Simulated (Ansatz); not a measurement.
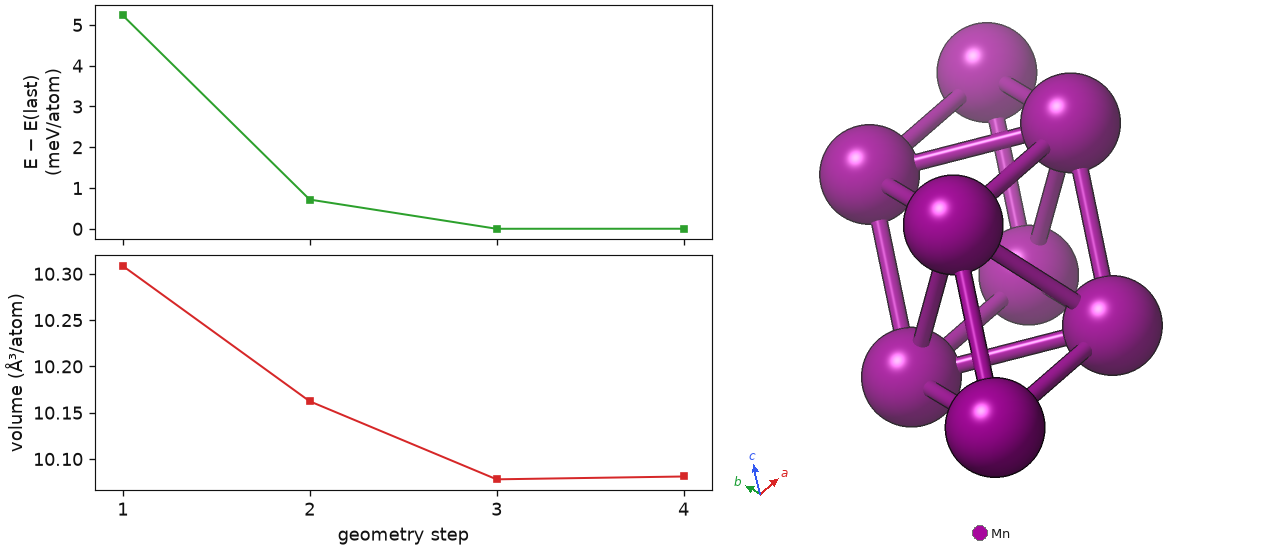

Beside the plot: the structure at the start.

History of a geometry optimisation. Mn (Fm-3m, 1 atom in the cell); DFT, LDA, PAW with Ansatz's default frozen-core files, scalar-relativistic (Ansatz 0.2.0); cutoff 420 eV, 16×16×16 k-mesh, Fermi–Dirac smearing of 0.05 eV, collinear spins. Atoms and cell relax. A closing SCF on a freshly chosen basis isn't drawn.

The optimisation met its thresholds at geometry 4, counting the start as the first. The energy fell by about 5.2 meV/atom from the first step to the last. All forces vanish by symmetry, so only the cell moves. The volume shrinks from 10.31 to 10.08 Å³ per atom (−2.2 %).
